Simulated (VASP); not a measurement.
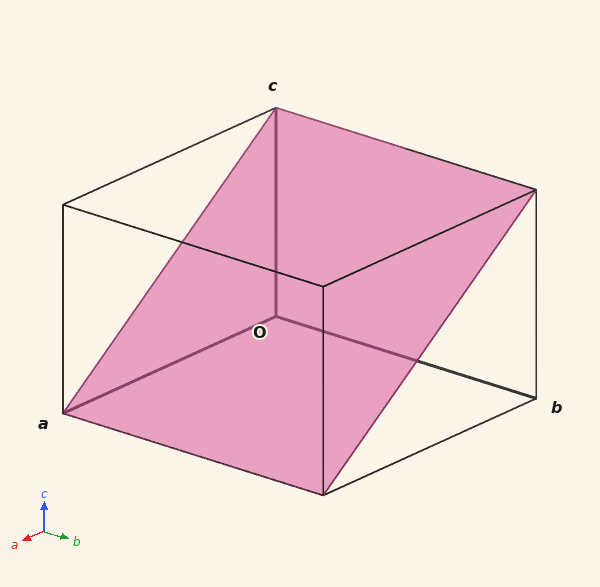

For SnO₂, a cell listed in the Materials Project, as set up for an electronic-structure calculation: every member of one family of equally spaced planes, hx + ky + lz = a whole number, that cuts the unit cell is shaded (one member passes through the origin O, touching the cell only at an edge or corner). Symmetry computed with spglib at a tolerance of 0.002 Å; standard conventional cell.

a = 4.788 Å, b = 4.867 Å, c = 3.241 Å, α = 90.00°, β = 90.00°, γ = 90.00°.

Which (hkl) family is drawn?

Answer. (1 0 1); the opposite sign names the same planes. The member next to the origin meets the axes a at 1, b never, c at 1.

What is the spacing?

Answer. d = 2.684 Å.
